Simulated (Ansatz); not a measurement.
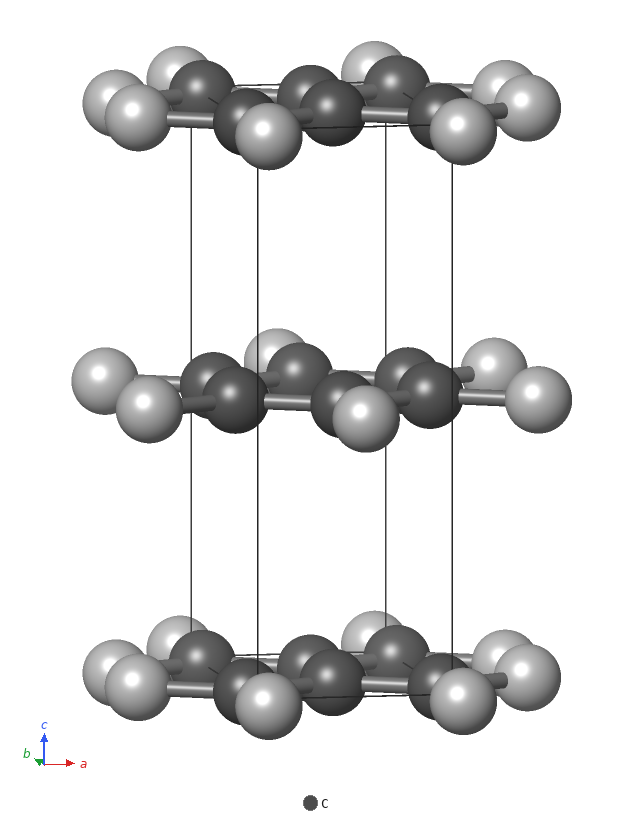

Shown here is a ball-and-stick view of the crystal, taken from a general direction. The conventional unit cell is outlined; an atom on or near a face, edge or corner is repeated at each equivalent position. The bonded neighbours beyond the faces are included, in fainter colours.

C, space group Fmmm (No. 69), a = 2.46 Å, b = 4.25 Å, c = 7.12 Å, α = 90.00°, β = 90.00°, γ = 90.00°.

Setup: DFT r2SCAN, scalar-relativistic, plane waves, PAW (Ansatz 0.2.0); cutoff 500 eV, k-points about 0.13 Å⁻¹ apart, Gaussian smearing of 0.15 eV, no spin polarisation.

Question: Metal or not?

Answer: A semiconductor at this level, with a gap of 0.20 eV on the k-mesh (the true edges may lie between mesh points, so the gap can be somewhat smaller).

Question: What pressure does the calculation give for this cell?

Answer: The computed pressure is 0.0 GPa, close to zero.

The structure was taken from a structure listed in the Materials Project. Earlier steps of the study may have refined or changed the cell and positions. An electronic-structure calculation with Ansatz was run on it.
